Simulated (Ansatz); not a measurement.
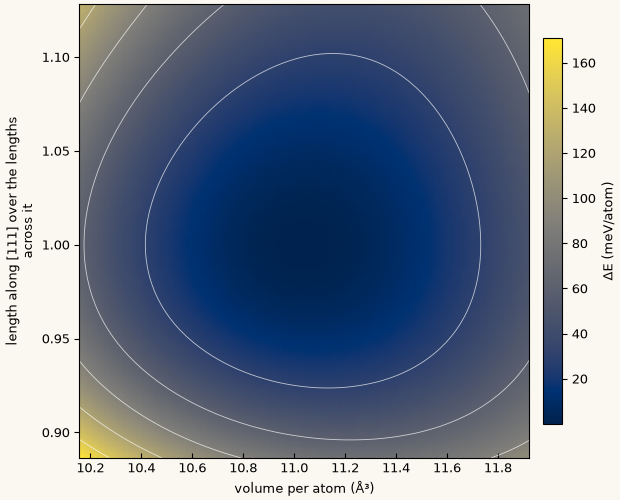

HfO₂ (Fm-3m, No. 225; 3 atoms in the cell). The energy is mapped over volume and the cell's shape. The first coordinate is: volume per atom; the second: length along [111] over the lengths across it, relative to the cubic cell. Nothing is relaxed (fractional coordinates fixed). The scan uses a 7 × 7 grid. Points are written as (first, second). All energies are given in meV/atom relative to the lowest grid point. These are results of Ansatz, DFT PBE, scalar-relativistic, plane waves, PAW, not measurements. Settings: cutoff 520 eV, k-mesh 8×8×8, gaussian smearing 0.05 eV, no spin polarisation.

Drawn: a smooth colour map with a few white contour lines. Between grid points the surface is interpolated.

The lowest grid point is at (11.040 Å³, 1.000). It is the only kind of minimum in the scanned range. The highest grid point, (10.157 Å³, 0.886), lies 171 meV/atom above the lowest. Round the minimum the two coordinates are nearly uncoupled. The gap on the k-mesh is 3.7 eV at the lowest point and runs from 3.6 to 4.1 eV over the map.

The level of theory is changed to DFT PBEsol, scalar-relativistic, plane waves, PAW (Ansatz 0.2.0); with it change the cell, relaxed at the new level (first cell vector 3.567 Å, before 3.605 Å); the new grid has 7 × 7 points.

> How does the landscape change?

The minimum (interpolated where it lies between grid points) moves from (11.040 Å³, 1.000) to (10.695 Å³, 1.000). The curvature at the minimum changes from about 0.42 to 0.46 eV/(Å³)² along volume per atom and from about 24 to 27 eV per unit squared along the second coordinate (per cell). In the new map: the gap on the k-mesh is 3.7 eV at the lowest point and runs from 3.5 to 4.0 eV over the map.

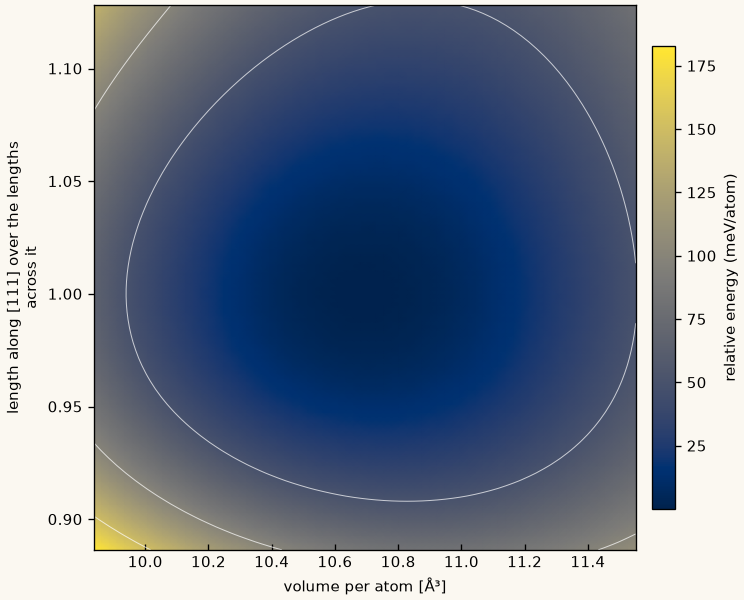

The map after the change, on a colour scale of its own. In the figure: a smooth colour map with a few white contour lines. Between grid points the surface is interpolated.

PAW datasets: the set soft_1.
